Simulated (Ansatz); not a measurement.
Read the following structure.

```cif
data_structure
_symmetry_space_group_name_H-M 'P 1'
_symmetry_Int_Tables_number 1
_cell_length_a 2.4557
_cell_length_b 2.4557
_cell_length_c 21.7358
_cell_angle_alpha 90.000
_cell_angle_beta 90.000
_cell_angle_gamma 120.000
_cell_volume 113.52
loop_
_atom_site_label
_atom_site_type_symbol
_atom_site_fract_x
_atom_site_fract_y
_atom_site_fract_z
_atom_site_occupancy
C1 C 0.00000 0.00000 0.91898 1
C2 C 0.33333 0.66667 0.91898 1
C3 C 0.00000 0.00000 0.74769 1
C4 C 0.33333 0.66667 0.74769 1
C5 C 0.66667 0.33333 0.25231 1
C6 C 0.00000 0.00000 0.25231 1
C7 C 0.66667 0.33333 0.08102 1
C8 C 0.00000 0.00000 0.08102 1
C9 C 0.33333 0.66667 0.58565 1
C10 C 0.66667 0.33333 0.58564 1
C11 C 0.33333 0.66667 0.41436 1
C12 C 0.66667 0.33333 0.41435 1
```

Q: What does this file describe?

A: The element is carbon. Its lattice is rhombohedral (trigonal R), its space group R-3m (No. 166). The cell holds twelve atoms. C bonds to three C in a trigonal planar arrangement at 1.42 Å. The bonds build C layers parallel to (001).

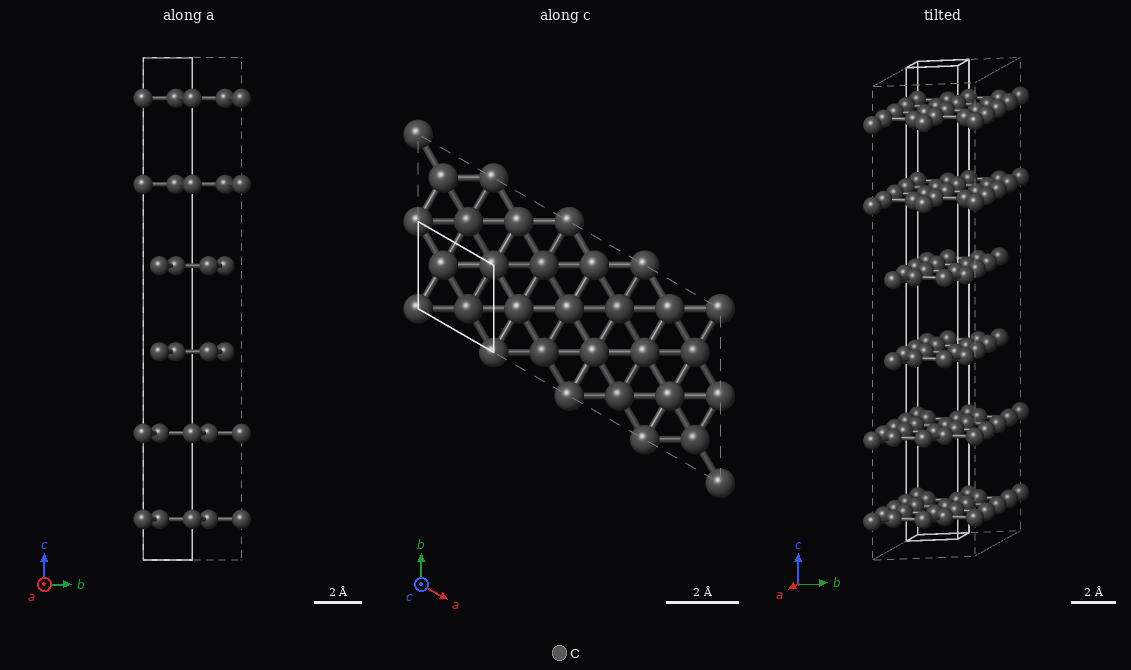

The figure gives a ball-and-stick picture of the atoms, viewed along the a axis, along the c axis and slightly off an axis. The conventional unit cell (solid box) is repeated to 4×2×1 cells.

The initial geometry was a structure listed in the Materials Project. Earlier steps of the study may have refined or changed the cell and positions. It was run through Ansatz as a DFT input.
